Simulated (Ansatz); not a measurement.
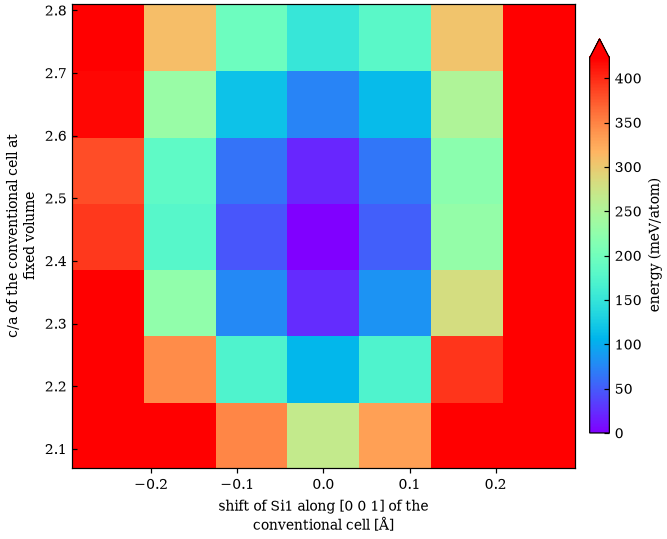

Energy landscape of Si₂W (I4/mmm, No. 139; 3 atoms in the cell). The energy is mapped over a free internal coordinate and the cell. First axis: shift of Si1 along [0 0 1] of the conventional cell, Cartesian (0 0 1), its symmetry partners moved as symmetry demands (measured in the relaxed cell). Second axis: c/a of the conventional cell at fixed volume. Nothing is relaxed (all other coordinates fixed). The scan uses a 7 × 7 grid. Points are written as (first, second). Energies: meV/atom, counted from the lowest grid point. Level of theory: Ansatz 0.2.0, DFT LDA, scalar-relativistic, plane waves, PAW. Settings: cutoff 420 eV, k-mesh 18×18×18, gaussian smearing 0.15 eV, no spin polarisation.

In the figure: one coloured cell a grid point, one colour for all values above the top of the scale. 

Describe this landscape.

Answer. The lowest grid point is at (0.000 Å, 2.440). No other kind of well shows on this grid. The highest grid point, (0.250 Å, 2.123), lies 1047 meV/atom above the lowest. Round the minimum the two coordinates are nearly uncoupled.

Grid values (meV/atom):

```csv
"second ↓, first →",−0.250,−0.167,−0.083,0.000,0.083,0.167,0.250
2.757,492,310,196,151,182,305,555
2.651,418,232,117,74,112,250,528
2.546,381,185,64,20,65,221,533
2.440,392,178,46,0,52,228,579
2.334,467,226,77,25,83,282,676
2.228,623,345,171,109,172,394,831
2.123,881,554,347,268,331,574,1047
```

Each point was launched as `ansatz run input.yaml --threads 2 --pin off --max-ram 4096MiB --backend cpu --events-out ev --progress --plain --runs-dir out`. Time for the 49 points that were run: 13 min on 2 threads of Arm Neoverse N1 (shared host).

PAW datasets: the set soft_1.
